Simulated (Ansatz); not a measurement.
## CdTe: single-point calculation

The run: single-point calculation of CdTe (2 atoms in the cell). Method and program: DFT PBE, scalar-relativistic, plane waves, PAW, no spin polarisation (Ansatz 0.2.0).

The structure derives from a Materials Project entry. It belongs to a series of runs on one base structure; here: band edges sought over the zone. Figures and captions count atoms from 1; the log counts them from 0 in places.

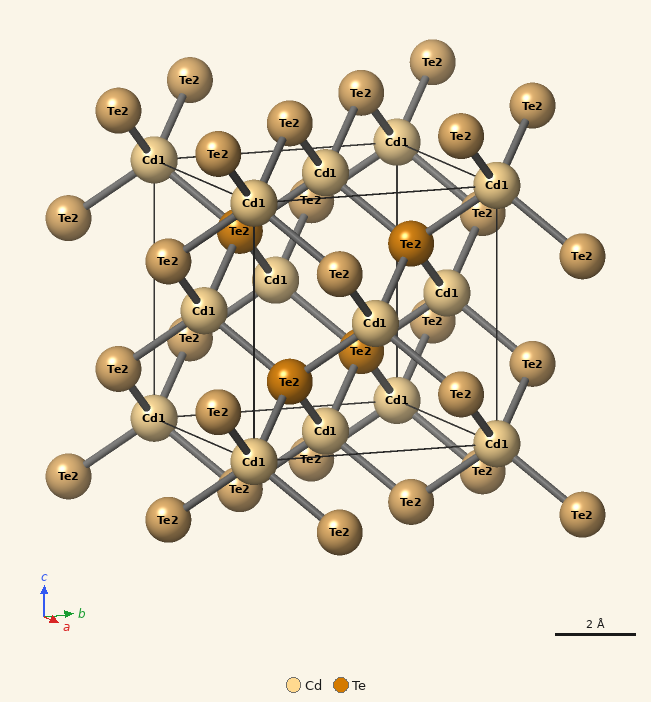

Fig. 1: The input geometry (ball-and-stick view of the cell 4 times as large as that of the calculation, set on its symmetry axes, seen slightly off an axis; neighbours outside the cell are drawn fainter; atoms are numbered from 1 in the order of the input). Near neighbours in the crystal (not all of them lie inside the picture): Cd has 4 Te at 2.87 Å; Te has 4 Cd at 2.87 Å.

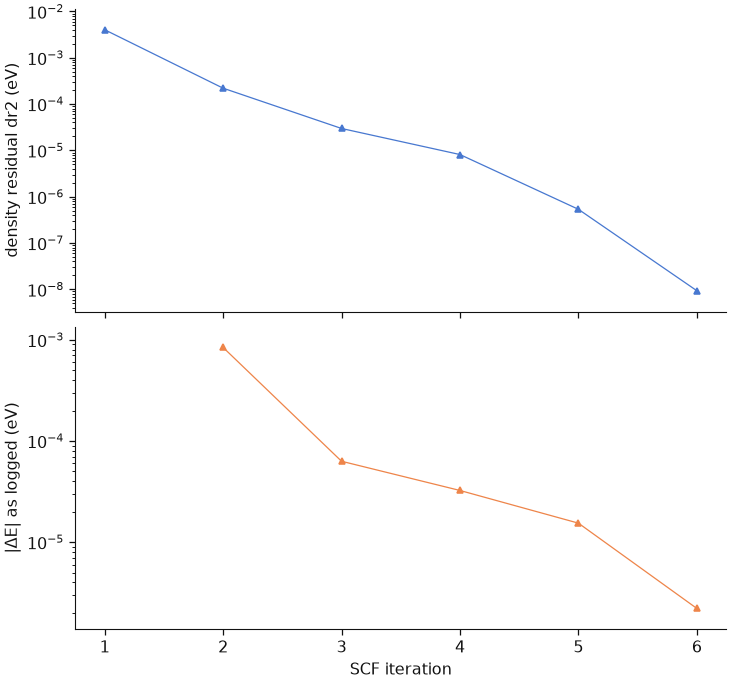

Fig. 2: Convergence of the self-consistent field: density residual dr2 and size of the energy change against the SCF iteration. The residual falls at every step.

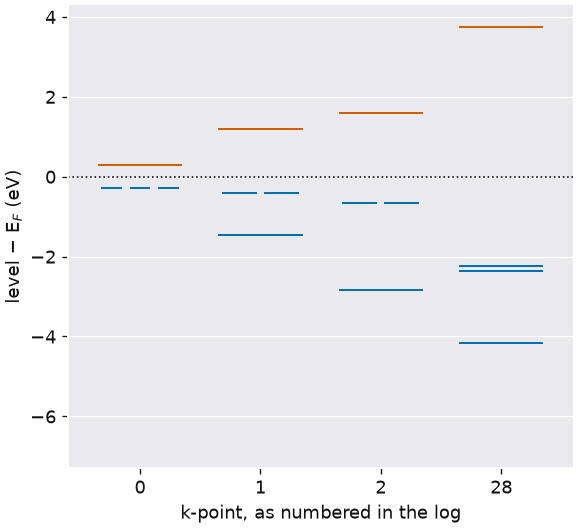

Fig. 3: Kohn–Sham levels near the Fermi level (dotted) at the few k-points that the log prints; levels within 0.02 eV of each other stand side by side. Among these points the highest filled and lowest empty levels are 0.58 eV apart, which is the gap on the mesh.

The input and output of the run follow.

Input file
```yaml
crystal:
  lattice:
    - [0.0, 3.3100202321, 3.3100202321]
    - [3.3100202321, 0.0, 3.3100202321]
    - [3.3100202321, 3.3100202321, 0.0]
  atoms:
    - { symbol: Cd, position: [0.0, 0.0, 0.0] }
    - { symbol: Te, position: [0.25, 0.25, 0.25] }
basis:
  ecutwfc: 420
  xc_grid: 2
kpoints:
  mp_grid: { grid: [8, 8, 8] }
  band_path: { path: [VBM, CBM], npoints: 2 }
hamiltonian:
  xc: pbe
scf:
  occupations: { method: gaussian, width: 0.02 }
output:
  forces: true
  stress: true
  eigenvalues: true
```

Command:
```bash
ansatz run input.yaml --threads 8 --pin off --max-ram 14336MiB --backend cpu --events-out ev --progress --plain --runs-dir out
```

Log
```
Engine: ansatz 0.2.0, x86_64-unknown-linux-gnu
Pseudopotentials: kind: paw
Pseudopotential: Cd, paw, valence charge 20, recommended cutoff 420 eV (normal), Cd.paw.azcp
Pseudopotential: Te, paw, valence charge 16, recommended cutoff 420 eV (normal), Te.paw.azcp
Functional definition: PBE
  parameter kappa = 0.804
  parameter beta = 0.06672455060314922
  exchange = pbe_x(kappa = kappa, mu = beta*pi^2/3)
  correlation = pbe_c(beta = beta)
Crystal: 2 atoms, lattice volume = 72.531 Å³
Basis set: ecut = 420 eV, 1411 PW (Γ), exchange–correlation on 64×64×64 points (8 copies of the dense FFT grid, shifted against one another)
Bands: 22, of which v1, the nominal top of the filled ones, is band 18 counted from 1 (17 counted from 0)
Symmetry: 24 space group operations
Space group: F-43m (ITA 216), of the structure as read, at distance tolerance 4.2e-5 Å
k-points: 29 of 512 (time reversal used)
Non-local potential: Cd, projectors of the file, l = 0: 3, l = 1: 2, l = 2: 2, l = 3: 1
Non-local potential: Te, projectors of the file, l = 0: 2, l = 1: 2, l = 2: 2, l = 3: 2
PAW form: soft (Blöchl's): semilocal exchange-correlation on the pseudo side does not see the compensation charge
PAW one-centre angular grid: Cd, 590 points (default); XC on 64 Gauss nodes
PAW one-centre angular grid: Te, 590 points (default); XC on 64 Gauss nodes
Initial density: superposition of atomic densities (neutral atoms: chi_scale 0, normalization atom), corrected by the library's trained network
Initial wavefunctions: pseudopotential atomic-orbital guess
Functional: x = pbe(κ = 0.804, μ = 0.2195149727645171), c = pbe(β = 0.06672455060314922)
SCF iter   1: F=—  HF=-15235.339411 eV  |F-HF|=—  |Δ(HF+E_count)|=         —  Δρ=1.47e-3  dr2=4.02e-3  ethr=1.77e-3  ⟨swp⟩=6.3  Hψ=3045  notcnv=0
preconditioner: auto → none  [insulator: Δε(μ)=0.557 eV  Ē_g=11.163 eV  σ=0.020 eV  W_gap=1.00  n_scr=14 (ndim 8)  ℏωp=18.5 eV  f_vac=0.207  D(μ)=0.00/eV (n_scr^D=0)  ε∞_Penn≈3.7]
SCF iter   2: F=—  HF=-15235.338571 eV  |F-HF|=—  |Δ(HF+E_count)|=   8.40e-4  Δρ=5.43e-4  dr2=2.20e-4  ethr=1.12e-5  ⟨swp⟩=2.8  Hψ=1288  notcnv=0
SCF iter   3: F=—  HF=-15235.338634 eV  |F-HF|=—  |Δ(HF+E_count)|=   6.30e-5  Δρ=1.96e-4  dr2=2.97e-5  ethr=6.12e-7  ⟨swp⟩=3.0  Hψ=1230  notcnv=0
SCF iter   4: F=—  HF=-15235.338666 eV  |F-HF|=—  |Δ(HF+E_count)|=   3.24e-5  Δρ=8.81e-5  dr2=8.13e-6  ethr=8.24e-8  ⟨swp⟩=2.5  Hψ=1032  notcnv=0
SCF iter   5: F=—  HF=-15235.338682 eV  |F-HF|=—  |Δ(HF+E_count)|=   1.54e-5  Δρ=2.47e-5  dr2=5.35e-7  ethr=2.26e-8  ⟨swp⟩=2.0  Hψ=899  notcnv=0
SCF iter   6: F=-15235.338684 eV  HF=-15235.338684 eV  |F-HF|=4.42e-8  |Δ(HF+E_count)|=   2.21e-6  Δρ=3.22e-6  dr2=9.35e-9  ethr=2.78e-10  ⟨swp⟩=6.9  Hψ=2922  notcnv=0
SCF 1 converged in 6 iterations: F = -15235.338684 eV  dr2 = 9.35e-9
  greatest PAW one-centre occupation: 1.000 electrons in one spin orbital (limit 2), on the Cd atom at site 0 (counted from 0), in its partial waves of l = 0
NSCF: frozen V_eff on 16 k-points
NSCF: frozen V_eff on 16 k-points
NSCF: frozen V_eff on 7 k-points
NSCF: frozen V_eff on 2 k-points
NSCF: frozen V_eff on 2 k-points
NSCF: frozen V_eff on 2 k-points
NSCF: frozen V_eff on 2 k-points
NSCF: frozen V_eff on 2 k-points
NSCF: frozen V_eff on 2 k-points
NSCF: frozen V_eff on 3 k-points
SCF converged after 6 iterations
Free energy (F): -15235.338684 eV
Harris-Foulkes:  -15235.338684 eV  (|F-HF|=4.42e-8)
Internal energy: -15235.338684 eV  (E = F + TS)
E sigma→0 (E₀):  -15235.338684 eV
Fermi energy:    6.883076 eV
--- Per-component energies (eV) ---
  E_band       = -815.455204
  E_kinetic    = 684.537847
  E_local      = -5557.362863  (includes V_loc(G=0)·N_el)
  E_nonlocal   = -276.744292
  E_hartree    = 2789.993062
  E_xc         = -300.451028
  E_vxc        = -324.975119  (∫ρ·V_xc dr)
  E_paw        = -8746.041999  (= ΣΔE_a)
  E_vpaw       = -920.899853  (= ΣTr[D̂ρ^β])
  E_aug_tail   = -0.000161  (compensation charges beyond the density's cutoff)
  E_ewald      = -3829.269249
  E_smearing   = -0.000000  (= −TS)
  E_closure    = -0.000000  (closes the sum)
  Σ components = -15235.338684   (vs F -15235.338684, Δ=0.00e0)
--- Forces (eV/Å), atoms counted from 1 ---
  atom   1  Cd     0.00000000     0.00000000    -0.00000000
  atom   2  Te    -0.00000000     0.00000000     0.00000000
  max |Σ_I F_I| component: 1.11e-16 eV/Å
--- Stress (GPa, compression-positive) ---
       -0.027830      -0.000000      -0.000000
       -0.000000      -0.027830       0.000000
       -0.000000       0.000000      -0.027830
  P = ⅓ Tr σ = -0.0278 GPa (-0.278 kbar)
--- Band table (eV; the first three rows and the last of 29) ---
  k-point 0: bands = ["-95.3851", "-56.4473", "-56.4473", "-56.4473", "-29.2976", "-29.2976", "-29.2976", "-29.2917", "-29.2917", "-4.2384", "-1.4883", "-1.4883", "-1.4883", "-1.2716", "-1.2716", "6.5912", "6.5912", "6.5912", "7.1742", "11.2450", "11.2450", "11.2450"]
  k-point 1: bands = ["-95.3851", "-56.4473", "-56.4473", "-56.4473", "-29.2976", "-29.2975", "-29.2975", "-29.2917", "-29.2917", "-4.1882", "-1.4791", "-1.4791", "-1.4459", "-1.2722", "-1.2722", "5.4115", "6.4717", "6.4717", "8.0706", "11.1924", "11.4382", "11.4382"]
  k-point 2: bands = ["-95.3851", "-56.4473", "-56.4473", "-56.4473", "-29.2976", "-29.2975", "-29.2975", "-29.2916", "-29.2916", "-4.0670", "-1.4586", "-1.4586", "-1.3087", "-1.2717", "-1.2717", "4.0334", "6.2156", "6.2156", "8.4718", "11.7571", "11.7571", "11.8382"]
  k-point 28: bands = ["-95.3851", "-56.4473", "-56.4473", "-56.4473", "-29.2976", "-29.2975", "-29.2971", "-29.2916", "-29.2914", "-3.7962", "-1.3872", "-1.3798", "-1.2952", "-1.2701", "-0.7874", "2.7066", "4.5157", "4.6549", "10.6219", "11.2944", "12.0795", "12.9335"]
```

Summary

```tsv
quantity	value
outcome	converged
space group (tolerance 0.01 Å)	F-43m (216)
electrons treated	36
free energy	−15235.3387 eV
Fermi energy	6.883 eV
gap on the k-point mesh	0.58 eV
gap on the band path	0.58 eV
pressure	−0.03 GPa
largest force (length of the vector)	under 0.001 eV/Å
hardware	8 threads of Intel Xeon @ 2.50GHz (Skylake/Cascade Lake), 189 GiB of memory available, shared host
wall time	7.9 s (CPU time 19 s)
peak memory	0.48 GiB
```
